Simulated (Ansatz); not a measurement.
**Geometry relaxation of Hf$_{5}$S$_{9}$ (part 2 of 3)**

The same run, continued: Hf$_{5}$S$_{9}$ (defect cell, 28 atoms in the cell); DFT PBE+D3(BJ), scalar-relativistic, plane waves, PAW, no spin polarisation (Ansatz 0.2.0); cutoff 420 eV, 2×2×2 k-mesh, Gaussian smearing of 0.01 eV. The structure derives from a Materials Project entry. It belongs to a series of runs on one base structure; here: Hf interstitial, charge +0, atoms relaxed at the host's cell.

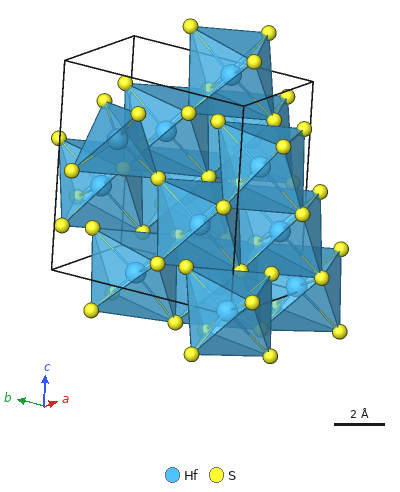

Figure 1. The geometry at step 12 of the log (polyhedral view of the cell of the calculation, seen at an oblique angle; polyhedra are completed across the faces of the cell).

### Output, continued
```
--- Forces (eV/Å), atoms counted from 1 ---
  atom   1  Hf    -0.00828665     0.00578658     0.00831606
  atom   2  Hf    -0.00044310    -0.00023909     0.00156628
  atom   3  Hf     0.00966024     0.00124062     0.01683433
  atom   4  Hf    -0.00240180    -0.00279377    -0.01163517
  atom   5  Hf     0.00397821     0.00043962    -0.00562873
  atom   6  Hf    -0.00343320     0.00520402     0.00602041
  atom   7  Hf    -0.00326291    -0.00101732    -0.00797529
  atom   8  Hf    -0.00100784    -0.00206836     0.01515379
  atom   9  Hf    -0.00400746    -0.01329789    -0.01093355
  atom  10  S      0.00287312    -0.00276838     0.00256985
  atom  11  S      0.00838061    -0.00106233    -0.00631425
  atom  12  S     -0.00283750     0.00190643     0.00448831
  atom  13  S     -0.00672305     0.00555042     0.00158320
  atom  14  S     -0.00632676     0.00138318    -0.00192095
  atom  15  S     -0.00462749     0.00185570    -0.00769482
  atom  16  S      0.00699064     0.00078134    -0.01192078
  atom  17  S     -0.00248816    -0.00824962    -0.00525875
  atom  18  S      0.00616184     0.00042871     0.00060248
  atom  19  S      0.00437391     0.00136379     0.00619803
  atom  20  S      0.00261609    -0.00506529     0.00757972
  atom  21  S     -0.00525114    -0.00139829    -0.00288661
  atom  22  S     -0.00099053    -0.00017053    -0.00997610
  atom  23  S     -0.00079106     0.00279515    -0.00241076
  atom  24  S      0.00067260    -0.00165814    -0.00004303
  atom  25  S      0.00557150     0.00561838     0.00348742
  atom  26  S     -0.00131366     0.00144264     0.00437820
  atom  27  S      0.00277039    -0.00076159     0.00321410
  atom  28  Hf     0.00014078     0.00474501     0.00277783
  max |Σ_I F_I| component: 1.71e-4 eV/Å
--- Band table (eV) ---
  k-point 0: bands = ["-51.3398", "-51.2247", "-51.2196", "-51.2185", "-51.1648", "-51.1603", "-51.1547", "-51.1536", "-51.1311", "-51.1224", "-20.1850", "-20.1581", "-20.1545", "-19.9957", "-19.9829", "-19.9761", "-19.9685", "-19.9599", "-19.9583", "-19.9450", "-19.9177", "-19.9062", "-19.8978", "-19.8885", "-19.8789", "-19.8752", "-19.8414", "-19.8332", "-19.8229", "-19.8219", "-19.8140", "-19.8112", "-19.8073", "-19.8025", "-19.7986", "-19.7945", "-19.7867", "-19.7744", "-19.7607", "-19.7510",
      "-2.9618", "-2.4683", "-2.3116", "-2.2961", "-1.8581", "-1.6525", "-1.6395", "-1.6272", "-1.4731", "-1.4702", "-1.4599", "-1.3780", "-1.3699", "-1.3430", "-1.3111", "-1.3048", "-1.3016", "-1.3014", "-1.2842", "-1.2786", "-1.2777", "-1.2642", "-1.2611", "-1.2602", "-1.2390", "-1.1770", "-1.1753", "-1.1742", "-1.1722", "-1.1717", "-1.1702", "-1.1659", "-1.1629", "-1.1611", "-1.1600", "-1.1503", "-1.1499", "-1.1466", "-1.1447", "-1.1341",
      "-1.1273", "-1.1262", "-1.1225", "-1.1217", "-1.1200", "-1.1191", "-1.1170", "-1.1138", "-1.1123", "-1.1115", "-1.1089", "-1.1075", "-1.1067", "-1.1057", "-1.1047", "-1.1043", "-1.1026", "-1.1007", "-1.0995", "-1.0975", "-1.0970", "-1.0933", "-1.0906", "-1.0889", "-1.0865", "-1.0862", "-1.0803", "-1.0764", "-1.0751", "-1.0741", "-1.0709", "-1.0660", "-1.0643", "-1.0627", "-1.0554", "-1.0289", "-1.0266", "-1.0063", "-0.9609", "-0.9587",
      "-0.8556", "-0.8239", "-0.8108", "-0.8050", "-0.7897", "-0.7828", "-0.7808", "-0.7527", "5.2775", "5.6907", "5.7389", "5.7419", "6.0428", "6.0454", "6.1666", "6.1919", "6.2020", "6.5177", "6.5475", "6.5504", "6.6044", "6.7267", "6.7906", "6.8085", "6.8857", "6.9204", "6.9241", "7.2060", "7.2547", "7.2573", "7.4750", "7.4849", "7.8163", "7.8221", "7.9046", "7.9385", "7.9871", "7.9917", "8.1453", "8.1577",
      "8.1916", "8.3950", "8.4299", "8.4347", "8.5443", "8.5535", "8.6059", "8.8990", "8.9059", "8.9227", "9.0341", "9.0356", "9.1000", "9.2658", "9.3340", "9.3402", "9.4416", "9.5364", "9.5473", "9.6259", "10.1055", "10.1073", "11.3360", "11.3376", "11.3507", "11.8690", "11.9042", "11.9331", "12.4404", "12.4424", "13.0972", "13.1074", "13.1288", "13.2831", "13.2878", "13.5387", "13.6640", "13.6760", "13.8557", "14.1280",
      "14.1369", "14.2222", "14.2636", "14.3033", "14.3295", "14.3371", "14.4426", "14.4482", "14.5421", "14.5559", "14.5694", "14.9601", "14.9684", "15.0249", "15.6000", "15.8899", "15.9040", "15.9240", "16.0761", "16.0922", "16.2355"]
  k-point 1: bands = ["-51.3398", "-51.2247", "-51.2196", "-51.2185", "-51.1648", "-51.1604", "-51.1547", "-51.1537", "-51.1311", "-51.1224", "-20.1855", "-20.1583", "-20.1546", "-20.0238", "-19.9933", "-19.9842", "-19.9701", "-19.9648", "-19.9451", "-19.9349", "-19.9006", "-19.8967", "-19.8803", "-19.8790", "-19.8585", "-19.8505", "-19.8489", "-19.8379", "-19.8318", "-19.8265", "-19.8197", "-19.8174", "-19.8105", "-19.8070", "-19.8035", "-19.7975", "-19.7875", "-19.7737", "-19.7666", "-19.7599",
      "-2.8726", "-2.5002", "-2.3860", "-2.3102", "-1.9211", "-1.6663", "-1.6504", "-1.6213", "-1.4742", "-1.4089", "-1.3977", "-1.3760", "-1.3719", "-1.3405", "-1.3380", "-1.3197", "-1.2973", "-1.2958", "-1.2848", "-1.2786", "-1.2777", "-1.2636", "-1.2607", "-1.2585", "-1.2343", "-1.1770", "-1.1753", "-1.1742", "-1.1723", "-1.1719", "-1.1703", "-1.1660", "-1.1617", "-1.1606", "-1.1594", "-1.1500", "-1.1494", "-1.1454", "-1.1434", "-1.1395",
      "-1.1359", "-1.1265", "-1.1236", "-1.1213", "-1.1190", "-1.1184", "-1.1161", "-1.1139", "-1.1126", "-1.1096", "-1.1094", "-1.1088", "-1.1074", "-1.1067", "-1.1059", "-1.1044", "-1.1038", "-1.1011", "-1.0998", "-1.0976", "-1.0963", "-1.0952", "-1.0907", "-1.0881", "-1.0873", "-1.0848", "-1.0816", "-1.0792", "-1.0771", "-1.0743", "-1.0722", "-1.0714", "-1.0658", "-1.0647", "-1.0630", "-1.0415", "-1.0239", "-1.0177", "-0.9941", "-0.9467",
      "-0.9313", "-0.8746", "-0.8099", "-0.7930", "-0.7897", "-0.7252", "-0.7121", "-0.6367", "5.1014", "5.4850", "5.6675", "5.7159", "5.8045", "5.8378", "6.1569", "6.2244", "6.2600", "6.3952", "6.4604", "6.6119", "6.6443", "6.8562", "6.8652", "6.9295", "7.1675", "7.1867", "7.3500", "7.3794", "7.4636", "7.5519", "7.7000", "7.7622", "7.8180", "7.8734", "7.9093", "7.9372", "8.0048", "8.0495", "8.0708", "8.1466",
      "8.1565", "8.2227", "8.2742", "8.2947", "8.3657", "8.5328", "8.5790", "8.5897", "8.7375", "8.8227", "8.9369", "8.9749", "9.0057", "9.0626", "9.1481", "9.1960", "9.3389", "9.4548", "9.5578", "9.6407", "9.7699", "10.0802", "11.3203", "11.9376", "12.0006", "12.0991", "12.2601", "12.3126", "12.3717", "12.6550", "12.6893", "12.8891", "12.9811", "13.1510", "13.2154", "13.3102", "13.3719", "13.6291", "13.7463", "13.8213",
      "13.9680", "14.1443", "14.2715", "14.4307", "14.4483", "14.5730", "14.6032", "14.6645", "14.8000", "14.8239", "14.8805", "14.9543", "14.9636", "15.0300", "15.2636", "15.5320", "15.6078", "15.6587", "15.7150", "15.8272", "15.8433"]
  k-point 2: bands = ["-51.3398", "-51.2247", "-51.2196", "-51.2185", "-51.1648", "-51.1604", "-51.1548", "-51.1536", "-51.1311", "-51.1224", "-20.1855", "-20.1583", "-20.1546", "-20.0233", "-19.9928", "-19.9852", "-19.9715", "-19.9650", "-19.9452", "-19.9331", "-19.9006", "-19.8972", "-19.8788", "-19.8763", "-19.8610", "-19.8525", "-19.8500", "-19.8391", "-19.8301", "-19.8246", "-19.8193", "-19.8173", "-19.8126", "-19.8073", "-19.8027", "-19.7970", "-19.7859", "-19.7763", "-19.7680", "-19.7578",
      "-2.8726", "-2.5002", "-2.3851", "-2.3114", "-1.9211", "-1.6663", "-1.6499", "-1.6216", "-1.4737", "-1.4094", "-1.3973", "-1.3765", "-1.3717", "-1.3401", "-1.3378", "-1.3199", "-1.2974", "-1.2962", "-1.2848", "-1.2786", "-1.2777", "-1.2636", "-1.2606", "-1.2586", "-1.2345", "-1.1770", "-1.1753", "-1.1741", "-1.1722", "-1.1719", "-1.1705", "-1.1659", "-1.1616", "-1.1607", "-1.1594", "-1.1501", "-1.1493", "-1.1453", "-1.1437", "-1.1394",
      "-1.1354", "-1.1274", "-1.1234", "-1.1217", "-1.1184", "-1.1174", "-1.1164", "-1.1133", "-1.1121", "-1.1108", "-1.1091", "-1.1086", "-1.1073", "-1.1064", "-1.1052", "-1.1041", "-1.1030", "-1.1010", "-1.1004", "-1.0980", "-1.0966", "-1.0938", "-1.0922", "-1.0915", "-1.0880", "-1.0839", "-1.0810", "-1.0793", "-1.0765", "-1.0734", "-1.0720", "-1.0710", "-1.0662", "-1.0634", "-1.0627", "-1.0408", "-1.0235", "-1.0193", "-0.9960", "-0.9475",
      "-0.9302", "-0.8750", "-0.8104", "-0.7921", "-0.7893", "-0.7264", "-0.7114", "-0.6366", "5.1019", "5.4854", "5.6678", "5.7149", "5.8050", "5.8364", "6.1592", "6.2246", "6.2577", "6.3930", "6.4606", "6.6119", "6.6462", "6.8564", "6.8669", "6.9284", "7.1690", "7.1862", "7.3507", "7.3786", "7.4637", "7.5529", "7.6994", "7.7625", "7.8181", "7.8719", "7.9089", "7.9347", "8.0032", "8.0498", "8.0715", "8.1457",
      "8.1579", "8.2244", "8.2736", "8.2948", "8.3650", "8.5335", "8.5779", "8.5928", "8.7343", "8.8229", "8.9353", "8.9731", "9.0085", "9.0636", "9.1486", "9.1984", "9.3388", "9.4541", "9.5579", "9.6415", "9.7693", "10.0803", "11.3186", "11.9356", "12.0047", "12.0973", "12.2620", "12.3127", "12.3697", "12.6582", "12.6891", "12.8871", "12.9822", "13.1487", "13.2127", "13.3073", "13.3787", "13.6281", "13.7475", "13.8226",
      "13.9662", "14.1349", "14.2789", "14.4291", "14.4496", "14.5696", "14.6000", "14.6709", "14.7968", "14.8251", "14.8826", "14.9552", "14.9655", "15.0313", "15.2613", "15.5308", "15.6095", "15.6601", "15.7164", "15.8259", "15.8475"]
  k-point 3: bands = ["-51.3398", "-51.2247", "-51.2196", "-51.2185", "-51.1648", "-51.1604", "-51.1548", "-51.1536", "-51.1311", "-51.1224", "-20.1856", "-20.1582", "-20.1546", "-20.0168", "-19.9942", "-19.9915", "-19.9762", "-19.9694", "-19.9363", "-19.9338", "-19.9034", "-19.8808", "-19.8791", "-19.8712", "-19.8706", "-19.8601", "-19.8494", "-19.8451", "-19.8278", "-19.8228", "-19.8204", "-19.8137", "-19.8097", "-19.8053", "-19.8003", "-19.7977", "-19.7931", "-19.7779", "-19.7716", "-19.7523",
      "-2.8728", "-2.5015", "-2.3742", "-2.3219", "-1.9221", "-1.6665", "-1.6449", "-1.6234", "-1.4724", "-1.4072", "-1.4000", "-1.3763", "-1.3714", "-1.3401", "-1.3386", "-1.3218", "-1.2987", "-1.2946", "-1.2846", "-1.2788", "-1.2772", "-1.2635", "-1.2603", "-1.2591", "-1.2353", "-1.1770", "-1.1753", "-1.1742", "-1.1723", "-1.1720", "-1.1704", "-1.1659", "-1.1620", "-1.1599", "-1.1597", "-1.1505", "-1.1500", "-1.1458", "-1.1432", "-1.1382",
      "-1.1368", "-1.1254", "-1.1216", "-1.1199", "-1.1189", "-1.1177", "-1.1168", "-1.1136", "-1.1115", "-1.1105", "-1.1094", "-1.1080", "-1.1060", "-1.1057", "-1.1049", "-1.1042", "-1.1038", "-1.1020", "-1.0991", "-1.0984", "-1.0969", "-1.0942", "-1.0923", "-1.0891", "-1.0871", "-1.0859", "-1.0825", "-1.0772", "-1.0756", "-1.0740", "-1.0726", "-1.0709", "-1.0667", "-1.0634", "-1.0608", "-1.0425", "-1.0272", "-1.0183", "-0.9985", "-0.9501",
      "-0.9290", "-0.8752", "-0.8153", "-0.7935", "-0.7805", "-0.7284", "-0.7110", "-0.6361", "5.1020", "5.4842", "5.6716", "5.7140", "5.8085", "5.8335", "6.1631", "6.2278", "6.2487", "6.3865", "6.4598", "6.6111", "6.6491", "6.8569", "6.8726", "6.9264", "7.1706", "7.1911", "7.3553", "7.3711", "7.4615", "7.5537", "7.6978", "7.7611", "7.8235", "7.8771", "7.9030", "7.9248", "7.9953", "8.0552", "8.0730", "8.1460",
      "8.1614", "8.2305", "8.2736", "8.2910", "8.3617", "8.5377", "8.5833", "8.6046", "8.7297", "8.8224", "8.9229", "8.9618", "9.0126", "9.0713", "9.1454", "9.2041", "9.3377", "9.4496", "9.5579", "9.6446", "9.7701", "10.0788", "11.3215", "11.9244", "12.0036", "12.0956", "12.2670", "12.3116", "12.3638", "12.6747", "12.7059", "12.8767", "12.9852", "13.1381", "13.2147", "13.2978", "13.3997", "13.6270", "13.7474", "13.8045",
      "13.9685", "14.1112", "14.3024", "14.4407", "14.4436", "14.5648", "14.5978", "14.6739", "14.7897", "14.8247", "14.8817", "14.9629", "14.9679", "15.0382", "15.2544", "15.5352", "15.6071", "15.6692", "15.7178", "15.8264", "15.8410"]
--- Relaxed structure (12 steps of the walk, 12 accepted, 0 SCFs on fresh bases) ---
  F+E_penalty+E_count = -173502.29068665 eV   max|allowed force component| = 1.683e-2 eV/Å
  atoms:
    - { symbol: Hf, position: [-0.007440981199298424, 0.317666495415338, 0.6620056151628905] }
    - { symbol: Hf, position: [0.35057572740011084, 0.01921784882605243, 0.6648505250502468] }
    - { symbol: Hf, position: [-0.007035380352537646, 0.662912178569651, 0.3161357598668393] }
    - { symbol: Hf, position: [0.6498020800273868, 0.6605977554752479, 0.6598061747199158] }
    - { symbol: Hf, position: [0.33539823202042923, 0.3248603347603497, 0.32371653893008495] }
    - { symbol: Hf, position: [-0.0014170274083005197, 0.019516839904940297, 1.0182829056216118] }
    - { symbol: Hf, position: [0.6579910565762415, 0.0023642909406260126, 0.32416415330932213] }
    - { symbol: Hf, position: [0.35102902671533576, 0.6661361033892312, 1.0183519895493518] }
    - { symbol: Hf, position: [0.6584636191560415, 0.32566675709674286, 1.0007566679864288] }
    - { symbol: S, position: [0.8518783948542445, 0.20574978656022866, 0.2046984697277243] }
    - { symbol: S, position: [0.1934312091684936, 0.8606941162027862, 0.2077263792603006] }
    - { symbol: S, position: [0.8520625498692326, 0.5212539112314296, 0.8666317666612284] }
    - { symbol: S, position: [0.537563306164401, 0.5209579609947096, 0.2044682210067359] }
    - { symbol: S, position: [0.19341982704650265, 0.2084746160452564, 0.8594906989061574] }
    - { symbol: S, position: [0.8517261285139034, 0.8677240930955937, 0.5196160653488959] }
    - { symbol: S, position: [0.5385426017854407, 0.8599185747735144, 0.8587336326618284] }
    - { symbol: S, position: [0.19970510590498147, 0.5197794108990362, 0.5186446890277658] }
    - { symbol: S, position: [0.5374038599067451, 0.20532907518214888, 0.5201400372442754] }
    - { symbol: S, position: [0.1427333776624533, 0.12919233541186148, 0.47136400868154915] }
    - { symbol: S, position: [0.45993780537126755, 0.8109725216835322, 0.47100922163349845] }
    - { symbol: S, position: [0.14295475458077628, 0.47239639907838904, 0.12788634217599767] }
    - { symbol: S, position: [0.8015636665084899, 0.4668440709127024, 0.465300768420494] }
    - { symbol: S, position: [0.46322723931576415, 0.13053848867337597, 0.1289800754108506] }
    - { symbol: S, position: [0.15768471361695868, 0.8262834647761318, 0.8256231852442637] }
    - { symbol: S, position: [0.8043033460421539, 0.8112781640905078, 0.1268735531773582] }
    - { symbol: S, position: [0.45971902323118136, 0.4722012756494746, 0.80998517181771] }
    - { symbol: S, position: [0.8044315880792343, 0.12767959921916294, 0.8101322642735981] }
    - { symbol: Hf, position: [1.023281771042368, 0.69062239214198, 0.6889250463230768] }
```
